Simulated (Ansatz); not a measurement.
**CdO: LAPW beside PAW**

Does the method matter for CdO? The same cell, functional and mesh are run with all-electron LAPW, PAW with frozen cores and datasets made for this crystal.

Program: Ansatz 0.2.0. Level of theory: DFT PBE, scalar-relativistic. These are calculated values, not measurements.

## Step 1: The system as given

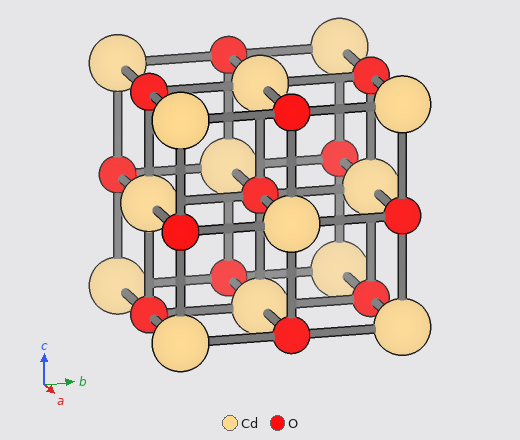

Start, viewed slightly off an axis; cadmium orange, oxygen red. Atoms on the faces are drawn again on the opposite ones. The cell drawn here is the conventional one.

Coordinates:

```
Cd O
1.0
     0.00000    2.34815    2.34815
     2.34815    0.00000    2.34815
     2.34815    2.34815    0.00000
Cd O
1 1
Cartesian
  0.0000 0.0000 0.0000
  2.3481 2.3481 2.3481
```

The cell comes from a crystallographic database entry that wasn't checked; take it as a given geometry, which may be far from equilibrium.

Atoms are numbered in the order of the input: Cd1, O2.

## Step 2: All-electron LAPW

Input file input.yaml:

```yaml
crystal:
  lattice:
    - [0.0, 2.34815, 2.34815]
    - [2.34815, 0.0, 2.34815]
    - [2.34815, 2.34815, 0.0]
  atoms:
    - { symbol: Cd, position: [0.0, 0.0, 0.0] }
    - { symbol: O, position: [0.5, 0.5, 0.5] }
kpoints:
  mp_grid: { grid: [11, 11, 11] }
  band_path:
    path:
      - [0.0, 0.0, 0.0]
      - [0.5, 0.0, 0.5]
      - [0.625, 0.25, 0.625]
      - [0.375, 0.375, 0.75]
      - [0.0, 0.0, 0.0]
      - [0.5, 0.5, 0.5]
      - [0.5, 0.25, 0.75]
      - [0.5, 0.0, 0.5]
    npoints: 8
scf:
  occupations: { method: fermi_dirac, width: 0.01 }
hamiltonian:
  xc: pbe
  pseudopotentials: { kind: all_electron, lapw: { basis_error: 0.0005 } }
output:
  forces: true
  stress: true
  eigenvalues: true
  populations: true
  dos: { projected: true, de: 0.2, e_range: [-14, 8] }
```

The program printed:

```text
Cd: projections on atomic orbitals take those of the free atom 1s2 2s2 2p6 3s2 3p6 3d10 4s2 4p6 4d10 5s2, of charge +0.00 (hamiltonian.pseudopotentials.projection_atoms)
O: projections on atomic orbitals take those of the free atom 1s2 2s2 2p4, of charge +0.00 (hamiltonian.pseudopotentials.projection_atoms)
LAPW: plane waves up to 9.307 Å⁻¹, error target 5.0e-4 eV per atom; small_component_spin mean_spin; O in spheres of 1.049 Å, 8 of its electrons in bands, Dirac shells []; Cd in spheres of 1.299 Å, 30 of its electrons in bands, Dirac shells []
Engine: ansatz 0.2.0
Pseudopotentials: kind: all_electron
Pseudopotential: Cd, LAPW, valence charge 30, Koelling and Harmon's equation, gaussian nucleus
Pseudopotential: O, LAPW, valence charge 8, Koelling and Harmon's equation, gaussian nucleus
Functional definition: PBE
  parameter kappa = 0.804
  parameter beta = 0.06672455060314922
  exchange = pbe_x(kappa = kappa, mu = beta*pi^2/3)
  correlation = pbe_c(beta = beta)
Crystal: 2 atoms, lattice volume = 25.894 Å³
Basis set: ecut = 329.9910483872764 eV, 339 PW (Γ), exchange–correlation at level 2
Bands: 23, of which v1, the nominal top of the filled ones, is band 19 counted from 1 (18 counted from 0)
Symmetry: 48 space group operations
Space group: Fm-3m (ITA 225), of the structure as read, at distance tolerance 3.0e-5 Å
k-points: 56 of 1331
Non-local potential: Cd, projectors of the file, none
Non-local potential: O, projectors of the file, none
Initial density: superposition of atomic densities (chi_scale 0.1, normalization cell, long waves kept (reshape's long-wave potential 0.00 eV rms))
Initial wavefunctions: plane waves of lowest kinetic energy (no species holds an atomic orbital)
Functional: x = pbe(κ = 0.804, μ = 0.2195149727645171), c = pbe(β = 0.06672455060314922)
iter 1 solved again at ethr=8.64e-3 eV; its pass at ethr=1.00e-1 eV (dr2=3.28e0 eV) is discarded
SCF iter   1: F=—  HF=-154285.150477 eV  |F-HF|=—  |Δ(HF+E_count)|=         —  Δρ=9.63e-2  dr2=3.28e0  ethr=8.64e-3  ⟨swp⟩=2.0  Hψ=7547  notcnv=0
preconditioner: auto → none  [insulator: Δε(μ)=1.161 eV  Ē_g=15.588 eV  σ=0.010 eV  W_gap=1.00  n_scr=14 (ndim 8)  ℏωp=31.0 eV  f_vac=0.003  D(μ)=0.00/eV (n_scr^D=0)  ε∞_Penn≈4.9]
SCF iter   2: F=—  HF=-154284.341928 eV  |F-HF|=—  |Δ(HF+E_count)|=   8.09e-1  Δρ=4.78e-2  dr2=6.58e-1  ethr=8.63e-3  ⟨swp⟩=3.0  Hψ=3868  notcnv=0
SCF iter   3: F=—  HF=-154283.371670 eV  |F-HF|=—  |Δ(HF+E_count)|=   9.70e-1  Δρ=1.49e-2  dr2=8.17e-2  ethr=1.73e-3  ⟨swp⟩=3.0  Hψ=4125  notcnv=0
iter 4 solved again at ethr=7.74e-6 eV; its pass at ethr=2.15e-4 eV (dr2=2.94e-3 eV) is discarded
SCF iter   4: F=—  HF=-154283.358707 eV  |F-HF|=—  |Δ(HF+E_count)|=         —  Δρ=2.84e-3  dr2=2.94e-3  ethr=7.74e-6  ⟨swp⟩=2.0  Hψ=6659  notcnv=0
the basis was enlarged: its passes take 99.9 KiB over the memory plan, 1 of 1 planned eigensolver slots
SCF iter   5: F=—  HF=-154283.354717 eV  |F-HF|=—  |Δ(HF+E_count)|=   3.99e-3  Δρ=1.58e-3  dr2=8.93e-4  ethr=7.74e-6  ⟨swp⟩=2.0  Hψ=3920  notcnv=0
SCF iter   6: F=—  HF=-154283.354269 eV  |F-HF|=—  |Δ(HF+E_count)|=   4.47e-4  Δρ=1.98e-4  dr2=1.28e-5  ethr=2.35e-6  ⟨swp⟩=2.0  Hψ=3751  notcnv=0
SCF iter   7: F=-154283.354272 eV  HF=-154283.354272 eV  |F-HF|=5.34e-8  |Δ(HF+E_count)|=   2.73e-6  Δρ=1.25e-5  dr2=3.10e-8  ethr=3.38e-8  ⟨swp⟩=2.0  Hψ=3697  notcnv=0
SCF 1 converged in 7 iterations: F = -154283.354272 eV  dr2 = 3.10e-8
NSCF: frozen V_eff on 57 k-points
SCF converged after 7 iterations
Free energy (F): -154283.354272 eV
Harris-Foulkes:  -154283.354272 eV  (|F-HF|=5.34e-8)
Internal energy: -154283.354204 eV  (E = F + TS)
E sigma→0 (E₀):  -154283.354238 eV
Entropy (-TS):   -0.000068 eV (-0.034 meV/atom)
Fermi energy:    13.714026 eV
--- Per-component energies (eV) ---
  E_band       = -5047.543786
  E_kinetic    = 161522.626648
  E_xc         = -4443.505656
  E_electrostatic = -311362.475196  (all electrons and nuclei)
  E_smearing   = -0.000068  (= −TS)
  E_closure    = 0.000000  (closes the sum)
  E_atoms      = -154275.600110  (free atoms, spherical and without spin; not in F)
  Σ components = -154283.354272   (vs F -154283.354272, Δ=0.00e0)
  Basis errors (estimates in eV, not in F): energy 1.8e-4 per atom: plane waves 1.6e-4 (8.8e-5 summed), levels above the bands 0.0e0, relativity 1.7e-8, radial functions 1.7e-5, core shells 4.4e-8; eigenvalues (radial functions only) 5.6e-5; not estimated: angular momenta, meshes, grids; target (lapw.basis_error) 5.0e-4; muffin-tin radii O 1.049 Å, Cd 1.299 Å
--- Forces (eV/Å), atoms counted from 1 ---
  atom   1  Cd     0.00000000     0.00000000     0.00000000
  atom   2  O     -0.00000000     0.00000000     0.00000000
  max |Σ_I F_I| component: 1.05e-30 eV/Å
--- Stress (GPa, compression-positive) ---
        6.342131      -0.000000       0.000000
       -0.000000       6.342131      -0.000000
        0.000000      -0.000000       6.342131
  P = ⅓ Tr σ = 6.3421 GPa (63.421 kbar)
--- Band table (eV; the first three rows and the last of 56) ---
  k-point 0: bands = ["-490.9673", "-373.9931", "-373.9931", "-373.9931", "-373.9830", "-373.9830", "-86.7088", "-47.7979", "-47.7979", "-47.7979", "-3.6585", "7.0009", "7.0009", "7.0009", "7.3056", "7.3056", "12.3430", "12.3430", "12.3430", "13.3065", "28.2338", "30.7547", "30.7547"]
  k-point 1: bands = ["-490.9673", "-373.9931", "-373.9931", "-373.9931", "-373.9830", "-373.9830", "-86.7087", "-47.7993", "-47.7981", "-47.7981", "-3.6012", "6.9676", "7.0165", "7.0165", "7.2470", "7.2470", "11.5722", "12.4607", "12.4607", "14.1998", "27.3673", "30.0148", "30.0352"]
  k-point 2: bands = ["-490.9673", "-373.9931", "-373.9931", "-373.9931", "-373.9830", "-373.9830", "-86.7085", "-47.8028", "-47.7987", "-47.7987", "-3.4432", "6.8446", "6.9388", "6.9388", "7.2256", "7.2256", "10.7017", "12.7647", "12.7647", "15.4515", "25.4012", "28.6500", "28.6500"]
  k-point 55: bands = ["-490.9673", "-373.9931", "-373.9931", "-373.9931", "-373.9830", "-373.9830", "-86.7075", "-47.8097", "-47.8088", "-47.8043", "-2.9103", "6.7264", "6.8697", "6.9400", "7.6726", "7.8510", "10.6292", "10.7644", "12.0257", "19.7449", "22.4298", "22.5356", "24.8871"]
--- Löwdin populations: 2 sites ---
  site symbol       q [e]
     0     Cd     46.6425
     1      O      9.1827
  spilling = 0.003122 (of n_electrons = 56.000000)
```

Wall time 18 s (1 thread, shared host).

In short: pressure 6.34 GPa; no gap.

At the corners of the path (eV, zero at the Fermi level):

| point | band 16 | band 17 | band 18 | band 19 | band 20 | band 21 | band 22 |
| --- | --- | --- | --- | --- | --- | --- | --- |
| Γ | -6.41 | -1.37 | -1.37 | -1.37 | -0.41 | 14.52 | 17.04 |
| X | -5.71 | -4.33 | -2.33 | -2.33 | 3.92 | 8.53 | 11.24 |
| U | -6.00 | -3.40 | -2.88 | -1.27 | 5.46 | 8.62 | 8.62 |
| K | -6.00 | -3.40 | -2.88 | -1.27 | 5.46 | 8.62 | 8.62 |
| Γ | -6.41 | -1.37 | -1.37 | -1.37 | -0.41 | 14.52 | 17.04 |
| L | -6.16 | -3.81 | 0.00 | 0.00 | 4.44 | 7.34 | 11.89 |
| W | -5.81 | -3.00 | -3.00 | -1.88 | 6.03 | 8.92 | 8.92 |
| X | -5.71 | -4.33 | -2.33 | -2.33 | 3.92 | 8.53 | 11.24 |

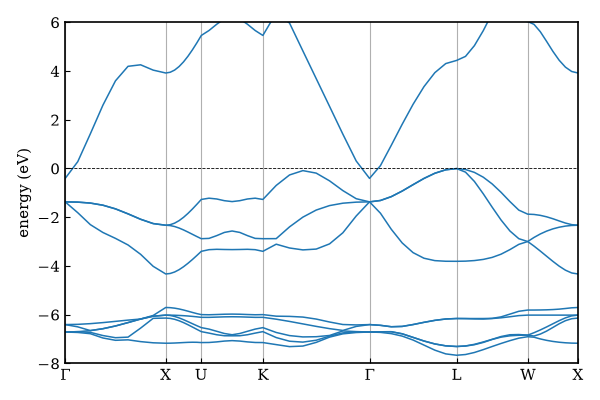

The leg U–K joins two equivalent points. Bands along the path, counted from its Fermi level.

States per cell in windows of 1 eV (zero at the Fermi level; grid of 0.20 eV, so sharp peaks spill over the borders):

| from | to | total | Cd 4d | O 2p | Cd 5s |
| --- | --- | --- | --- | --- | --- |
| -8 | -7 | 1.88 | 1.58 | 0.23 | 0.06 |
| -7 | -6 | 7.02 | 6.59 | 0.38 | 0.02 |
| -6 | -5 | 1.10 | 1.05 | 0.02 | 0.00 |
| -5 | -4 | 0.01 | 0.00 | 0.01 | 0.00 |
| -4 | -3 | 1.83 | 0.31 | 1.09 | 0.35 |
| -3 | -2 | 0.84 | 0.07 | 0.67 | 0.06 |
| -2 | -1 | 1.74 | 0.14 | 1.51 | 0.03 |
| -1 | 0 | 1.55 | 0.18 | 1.32 | 0.01 |
| 0 | 1 | 0.04 | 0.00 | 0.02 | 0.01 |
| 1 | 2 | 0.05 | 0.00 | 0.02 | 0.02 |
| 2 | 3 | 0.11 | 0.00 | 0.04 | 0.05 |
| 3 | 4 | 0.21 | 0.00 | 0.07 | 0.10 |
| 4 | 5 | 0.61 | 0.00 | 0.13 | 0.35 |

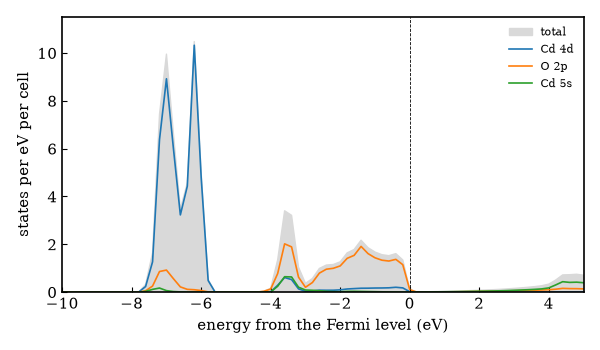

Density of states, total and projected.

## Step 3: PAW with frozen cores

Changes to input.yaml since step 2:

```diff
@@ -25,3 +25,3 @@
   xc: pbe
-  pseudopotentials: { kind: all_electron, lapw: { basis_error: 0.0005 } }
+  pseudopotentials: { kind: paw }
 output:
@@ -30,3 +30,5 @@
   eigenvalues: true
+  efg: { contact_densities: true }
   populations: true
+  bader: true
   dos: { projected: true, de: 0.2, e_range: [-14, 8] }
```

The program printed:

```text
Cd: output.efg is read without spin–orbit coupling, which moves field gradients at and beside such atoms by some per cent and up to a factor of two; PAW files take it under magnetization.noncollinear and magnetization.spin_orbit
[... 1 set-up line as earlier in the session ...]
Pseudopotentials: kind: paw
Pseudopotential: Cd, paw, valence charge 20, recommended cutoff 420 eV (normal)
Pseudopotential: O, paw, valence charge 6, recommended cutoff 420 eV (normal)
[... 5 set-up lines as earlier in the session ...]
Crystal: 2 atoms, lattice volume = 25.894 Å³
Basis set: ecut = 420 eV, 531 PW (Γ), exchange–correlation on 48×48×48 points (8 copies of the dense FFT grid, shifted against one another)
Bands: 17, of which v1, the nominal top of the filled ones, is band 13 counted from 1 (12 counted from 0)
[... 2 set-up lines as earlier in the session ...]
k-points: 56 of 1331
Non-local potential: Cd, projectors of the file, l = 0: 3, l = 1: 2, l = 2: 2, l = 3: 1
Non-local potential: O, projectors of the file, l = 0: 2, l = 1: 2, l = 2: 1
PAW form: soft (Blöchl's): semilocal exchange-correlation on the pseudo side does not see the compensation charge
PAW one-centre angular grid: Cd, 590 points (default); XC on 64 Gauss nodes
PAW one-centre angular grid: O, 110 points (default); XC on 64 Gauss nodes
Initial density: superposition of atomic densities (neutral atoms: chi_scale 0, normalization atom), corrected by the library's trained network
Initial wavefunctions: pseudopotential atomic-orbital guess
[... 1 set-up line as earlier in the session ...]
SCF iter   1: F=—  HF=-8821.417519 eV  |F-HF|=—  |Δ(HF+E_count)|=         —  Δρ=1.11e-3  dr2=1.74e-4  ethr=1.77e-3  ⟨swp⟩=5.0  Hψ=4423  notcnv=0
preconditioner: auto → none  [insulator: Δε(μ)=0.519 eV  Ē_g=15.461 eV  σ=0.010 eV  W_gap=0.96  n_scr=14 (ndim 8)  ℏωp=31.0 eV  f_vac=0.000  D(μ)=0.15/eV (n_scr^D=0)  ε∞_Penn≈5.0]
SCF iter   2: F=—  HF=-8821.417887 eV  |F-HF|=—  |Δ(HF+E_count)|=   3.67e-4  Δρ=3.62e-4  dr2=9.85e-6  ethr=6.70e-7  ⟨swp⟩=2.4  Hψ=2208  notcnv=0
SCF iter   3: F=—  HF=-8821.417931 eV  |F-HF|=—  |Δ(HF+E_count)|=   4.43e-5  Δρ=1.52e-4  dr2=1.59e-6  ethr=3.79e-8  ⟨swp⟩=2.6  Hψ=1487  notcnv=0
iter 4 did not close the SCF: its close was put off for the readings that it lacked (scf_convergence_deferred on its scf_iter line)
SCF iter   4: F=-8821.417938 eV  HF=-8821.417938 eV  |F-HF|=7.84e-8  |Δ(HF+E_count)|=   7.06e-6  Δρ=1.88e-5  dr2=2.99e-8  ethr=6.11e-9  ⟨swp⟩=2.0  Hψ=1457  notcnv=0
iter 5 did not close the SCF: its close was put off for the readings that it lacked (scf_convergence_deferred on its scf_iter line)
SCF iter   5: F=-8821.417938 eV  HF=-8821.417938 eV  |F-HF|=3.15e-10  |Δ(HF+E_count)|=   8.90e-8  Δρ=2.50e-6  dr2=8.93e-10  ethr=1.15e-10  ⟨swp⟩=2.0  Hψ=1457  notcnv=0
SCF iter   6: F=-8821.417938 eV  HF=-8821.417938 eV  |F-HF|=3.64e-12  |Δ(HF+E_count)|=  6.42e-10  Δρ=3.08e-7  dr2=1.61e-11  ethr=3.43e-12  ⟨swp⟩=1.0  Hψ=2585  notcnv=0
SCF 1 converged in 6 iterations: F = -8821.417938 eV  dr2 = 1.61e-11
NSCF: frozen V_eff on 57 k-points
SCF converged after 6 iterations
Free energy (F): -8821.417938 eV
Harris-Foulkes:  -8821.417938 eV  (|F-HF|=3.64e-12)
Internal energy: -8821.417870 eV  (E = F + TS)
E sigma→0 (E₀):  -8821.417904 eV
Entropy (-TS):   -0.000068 eV (-0.034 meV/atom)
Fermi energy:    12.735410 eV
--- Per-component energies (eV) ---
  E_band       = -351.041204
  E_kinetic    = 680.180697
  E_local      = -3032.145810  (includes V_loc(G=0)·N_el)
  E_nonlocal   = 83.892404
  E_hartree    = 1405.764283
  E_xc         = -250.383558
  E_vxc        = -315.671205  (∫ρ·V_xc dr)
  E_paw        = -4243.136905  (= ΣΔE_a)
  E_vpaw       = -578.828157  (= ΣTr[D̂ρ^β])
  E_aug_tail   = 0.002386  (compensation charges beyond the density's cutoff)
  E_ewald      = -3465.591368
  E_smearing   = -0.000068  (= −TS)
  E_closure    = -0.000000  (closes the sum)
  Σ components = -8821.417938   (vs F -8821.417938, Δ=0.00e0)
--- Forces (eV/Å), atoms counted from 1 ---
  atom   1  Cd    -0.00000000    -0.00000000    -0.00000000
  atom   2  O      0.00000000    -0.00000000    -0.00000000
  max |Σ_I F_I| component: 1.16e-29 eV/Å
--- Stress (GPa, compression-positive) ---
        6.348092       0.000000      -0.000000
       -0.000000       6.348092       0.000000
       -0.000000      -0.000000       6.348092
  P = ⅓ Tr σ = 6.3481 GPa (63.481 kbar)
--- PAW observables at the nuclei: V_zz in 10²¹ V/m², potentials from the cell's mean, atoms counted from 1 ---
  atom   1  Cd V_zz =    -0.000000   η = 0.0000   by run symmetry: forbidden
            electrostatic potential = -7711.081590 V   contact ρ = 1035865.857923 e/Å³
  atom   2  O  V_zz =    -0.000000   η = 0.0000   by run symmetry: forbidden
            electrostatic potential = -628.875064 V   contact ρ = 2159.818882 e/Å³
--- Band table (eV; the first three rows and the last of 56) ---
  k-point 0: bands = ["-87.6748", "-48.7660", "-48.7660", "-48.7660", "-4.6402", "6.0269", "6.0269", "6.0269", "6.3326", "6.3326", "11.3630", "11.3630", "11.3630", "12.3260", "27.2501", "29.7822", "29.7822"]
  k-point 1: bands = ["-87.6748", "-48.7673", "-48.7662", "-48.7662", "-4.5828", "5.9935", "6.0424", "6.0424", "6.2737", "6.2737", "10.5925", "11.4809", "11.4809", "13.2192", "26.3868", "29.0234", "29.0509"]
  k-point 2: bands = ["-87.6745", "-48.7709", "-48.7667", "-48.7667", "-4.4246", "5.8701", "5.9646", "5.9646", "6.2518", "6.2518", "9.7226", "11.7853", "11.7853", "14.4710", "24.4213", "27.6631", "27.6631"]
  k-point 55: bands = ["-87.6735", "-48.7777", "-48.7769", "-48.7723", "-3.8917", "5.7512", "5.8947", "5.9651", "6.6988", "6.8774", "9.6494", "9.7850", "11.0474", "18.7669", "21.4495", "21.5555", "23.8998"]
--- Löwdin populations: 2 sites ---
  site symbol       q [e]
     0     Cd     18.6431
     1      O      7.1778
  spilling = 0.006889 (of n_electrons = 26.000000)
--- Bader charges: 2 sites ---
  site symbol  charge [e]  shift [e]
     0     Cd      1.1766     0.0028
     1      O     -1.1766     0.0028
  estimated error of the sums over rays = 4.1e-4 e
```

It took 16 s on 1 thread, shared host.

This run gives: pressure 6.35 GPa; no gap.

| atom | Bader charge (e) | basin volume (Å³) |
| --- | --- | --- |
| Cd1 | +1.18 | 14.09 |
| O2 | -1.18 | 11.81 |

## Step 4: Datasets made for this crystal

Changes to input.yaml since step 3:

```diff
@@ -25,3 +25,3 @@
   xc: pbe
-  pseudopotentials: { kind: paw }
+  pseudopotentials: { kind: all_electron, datasets: crystal }
 output:
@@ -31,4 +31 @@
   efg: { contact_densities: true }
-  populations: true
-  bader: true
-  dos: { projected: true, de: 0.2, e_range: [-14, 8] }
```

The program printed, cut to the lines that bear on the results:

```text
[...]
Cd: output.efg is read without spin–orbit coupling, which moves field gradients at and beside such atoms by some per cent and up to a factor of two; PAW files take it under magnetization.noncollinear and magnetization.spin_orbit
[...]
[... 1 set-up line as earlier in the session ...]
Pseudopotential: Cd, paw, valence charge 20, recommended cutoff 340 eV (normal), Koelling and Harmon's equation, gaussian nucleus
Pseudopotential: O, paw, valence charge 6, recommended cutoff 340 eV (normal), Koelling and Harmon's equation, gaussian nucleus
[... 1 set-up line as earlier in the session ...]
[...]
Crystal: 2 atoms, lattice volume = 25.894 Å³
Basis set: ecut = 340 eV, 339 PW (Γ), exchange–correlation on 40×40×40 points (8 copies of the dense FFT grid, shifted against one another)
Bands: 13, of which v1, the nominal top of the filled ones, is band 9 counted from 1 (8 counted from 0)
[... 1 set-up line as earlier in the session ...]
[...]
  atom   1  Cd    -0.00000000     0.00000000    -0.00000000
  atom   2  O      0.00000000     0.00000000     0.00000000
[...]
--- Stress (GPa, compression-positive) ---
        6.342826       0.000000       0.000000
       -0.000000       6.342826       0.000000
        0.000000      -0.000000       6.342826
  P = ⅓ Tr σ = 6.3428 GPa (63.428 kbar)
  It holds what live shells' own plane waves past their cutoff add
--- PAW observables at the nuclei: V_zz in 10²¹ V/m², potentials from the cell's mean, atoms counted from 1 ---
  atom   1  Cd V_zz =    +0.000000   η = 0.0000   by run symmetry: forbidden
            electrostatic potential = -7710.910612 V   contact ρ = 1035846.510998 e/Å³
  atom   2  O  V_zz =    +0.000000   η = 0.0000   by run symmetry: forbidden
            electrostatic potential = -628.922331 V   contact ρ = 2160.342165 e/Å³
--- Band table (eV; the first three rows and the last of 56) ---
  k-point 0: bands = ["-3.6585", "7.0013", "7.0013", "7.0013", "7.3058", "7.3058", "12.3429", "12.3429", "12.3429", "13.3066", "28.2341"]
[...]
```

Wall time 19 s (1 thread, shared host).

Read from it: pressure 6.34 GPa; no gap.

| atom | contact density (e/Å³) |
| --- | --- |
| Cd1 | 1035847 |
| O2 | 2160.342 |

## Step 5: The methods compared

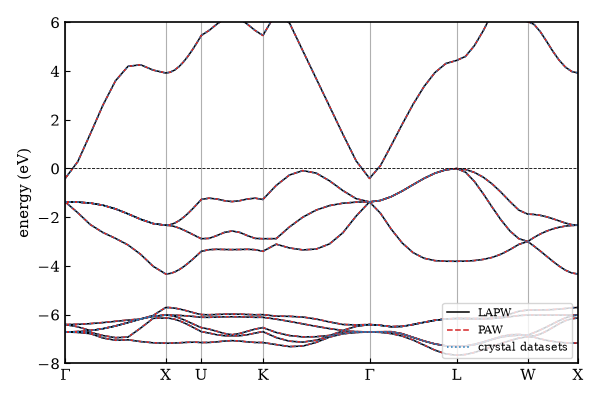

The leg U–K joins two equivalent points. Bands of 3 runs (LAPW; PAW; crystal datasets) drawn together, counted from each run's Fermi level.

```
          method  pressure (GPa)  SCF cycles, all passes
            LAPW            6.34                       7
             PAW            6.35                       6
crystal datasets            6.34                       8
```

## Step 6: Results

| quantity | value |
| --- | --- |
| pressure | LAPW 6.34, PAW 6.35, crystal datasets 6.34 GPa |
| gap (LAPW) | none |
| Bader charges (PAW) | Cd1 +1.18, O2 -1.18 e |

In words: At this geometry the cell is under compression of 6.3 GPa, so it would expand if let go. Bands reach the Fermi level, so no gap opens at this level of theory, which can close a small real gap. Within 0.3 eV of the Fermi level the largest projected share is O 2p (86 %). The projection holds only the free atom's occupied shells (Cd 5s, Cd 4d, O 2s, O 2p in this range). PAW lies less than 0.01 GPa from LAPW in pressure.
